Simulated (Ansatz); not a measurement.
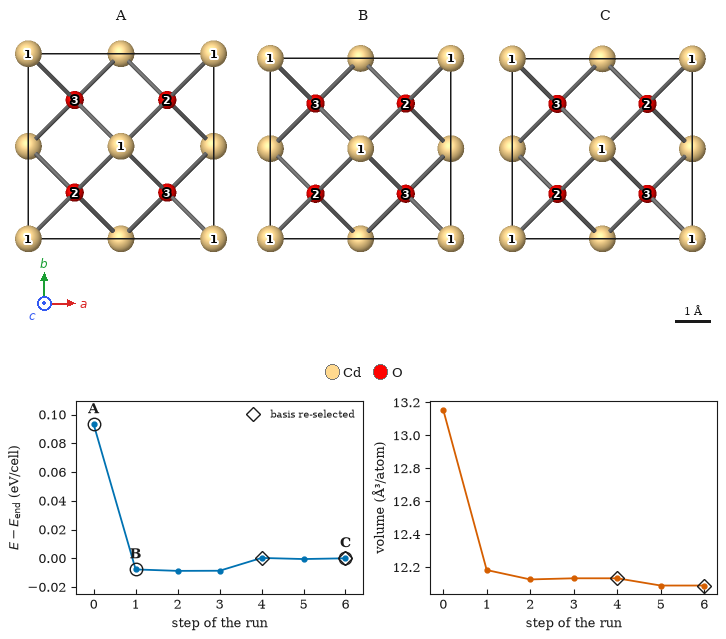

Frames of a relaxation of solid CdO2 (built on the CaF2-225 type type), marked on the history of the run. A ball-and-stick model of the conventional cell (4 times the calculation's cell), seen along the c axis. Lengths and directions refer to the drawn axes.

All numbers below come from DFT, PBEsol, plane waves, PAW in Ansatz 0.2.0. Settings: plane-wave cutoff 420 eV; k-point mesh 6 × 6 × 6; occupations fermi dirac; smearing width 0.03 eV; no spin polarisation; cell and atoms relaxed; force threshold 0.01 eV/Å; at most 120 steps.

**What happens along the run?**

The atoms keep their places relative to the cell (all moves are under 0.005 Å). Cell: a = b = c 5.405 → 5.254 Å (−2.8 %). Volume −8.1 %. Some distances before and after: Cd1–O2 2.340 → 2.275 Å. The space group stays Fm-3m (No. 225). The energy falls by 93.2 meV per cell of the calculation in 4 accepted moves (6 points after the start). All forces vanish by symmetry, so only the cell relaxes. The pressure goes from −8.59 to 0.01 GPa. At 2 points the geometry stayed and the basis and grid were re-selected for the new cell (energy shift of 8.9 meV per cell of the calculation at most each time). The run took 2.7 s on 2 threads of AMD EPYC 7R13 Processor (Zen 3) (shared host), peak memory 0.45 GiB. From step 0 to 1: volume −7.4 %, energy −0.101 eV per cell of the calculation. From step 1 to 6: volume −0.8 %, energy +7.7 meV per cell of the calculation.
